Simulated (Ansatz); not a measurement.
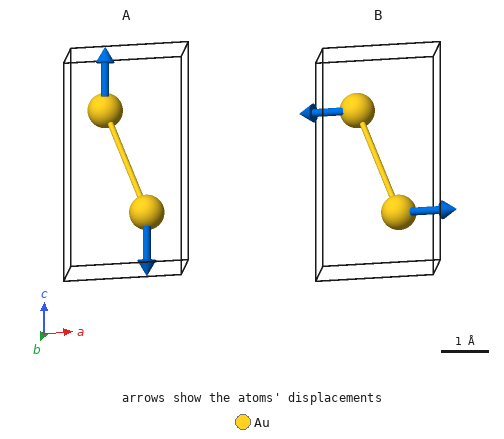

Modes of solid Au relaxed at 22 GPa, space group P6₃/mmc (No. 194), at the zone centre (one member of each degenerate set). The blue arrows give the relative displacements of the atoms. Style: ball-and-stick. Shown: the cell of the calculation, from a free direction.

These are results of DFT PBE, scalar-relativistic, plane waves, PAW (Ansatz), not measurements.

The frequencies depend somewhat on the k-mesh and the smearing.

### Give the symmetry species and the selection rules of each.

A is B₁g, silent by symmetry (neither infrared- nor Raman-active) (182 cm⁻¹). B is E₂g, Raman-active by symmetry (53 cm⁻¹). The crystal has a centre of inversion, so no mode is both. In a metal the free carriers screen the infrared response.
